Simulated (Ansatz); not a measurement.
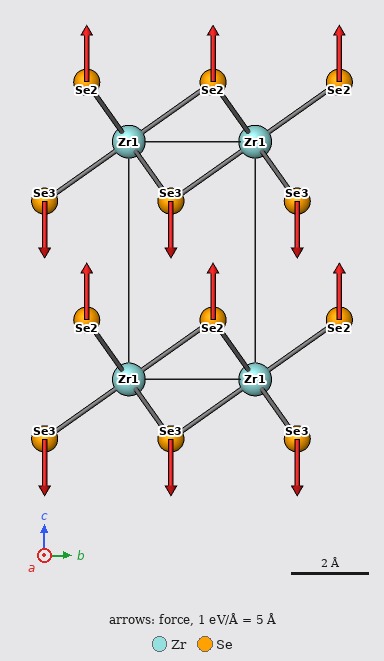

Starting geometry of crystalline ZrSe2 (set up in P-3m1) with the computed forces as red arrows. Style: ball-and-stick. Shown: the cell of the calculation, along the a axis.

Method: DFT PBE+D3(BJ), scalar-relativistic, plane waves, PAW (Ansatz).

The input:
```yaml
crystal:
  lattice:
    - [3.798, 0.0, 0.0]
    - [-1.899, 3.2891644836, 0.0]
    - [0.0, 0.0, 6.192]
  atoms:
    - { symbol: Zr, position: [0.0, 0.0, 0.0] }
    - { symbol: Se, position: [0.3333333333, 0.6666666667, 0.25] }
    - { symbol: Se, position: [0.6666666667, 0.3333333333, 0.75] }
basis:
  ecutwfc: 420
kpoints:
  mp_grid: { grid: [12, 12, 6] }
hamiltonian:
  xc: pbe
  dispersion: d3bj
scf:
  occupations: { method: gaussian, width: 0.02 }
output:
  forces: true
  stress: true
  eigenvalues: true
  write_density: true
  write_potential: true
  elf: true
  volumetric_format: npy
relax:
  adjacent_minimum: "off"
  f_tol: 0.02
  max_steps: 70
  cell: { stress_tol: 0.1 }
```

Launched with:
```bash
ansatz run input.yaml --threads 2 --pin off --max-ram 5120MiB --backend cpu --events-out ev --progress --plain --runs-dir out
```

What follows when this structure is relaxed?

It isn't relaxed: the largest force vector, on Se atoms, is 0.30 eV/Å. The atoms end up moving mostly along the starting forces (cosine between the two patterns 1.00). After 2 accepted moves (4 points after the start) the energy has fallen by 11.4 meV per atom. The largest force component goes from 0.3 to 0.01 eV/Å. Pressure: −0.56 GPa at the start and −0.04 GPa at the end. The line search rejected the trial step at point 1 of the run. At 1 point the geometry stayed and the basis and grid were re-selected for the new cell (energy shift of 0.1 meV per atom at most each time). The largest moves relative to the cell, 0.090 Å, are those of Se2 and Se3. Se3 goes along −c. Zr stays in place. The drawn cell changes as follows: a = b 3.798 → 3.736 Å (−1.6 %), c 6.192 → 6.036 Å (−2.5 %); the volume changes by −5.7 %. The space group stays P-3m1 (No. 164). The run took 27 s on 2 threads of Arm Neoverse V2, with other jobs on the host, peak memory 0.49 GiB.
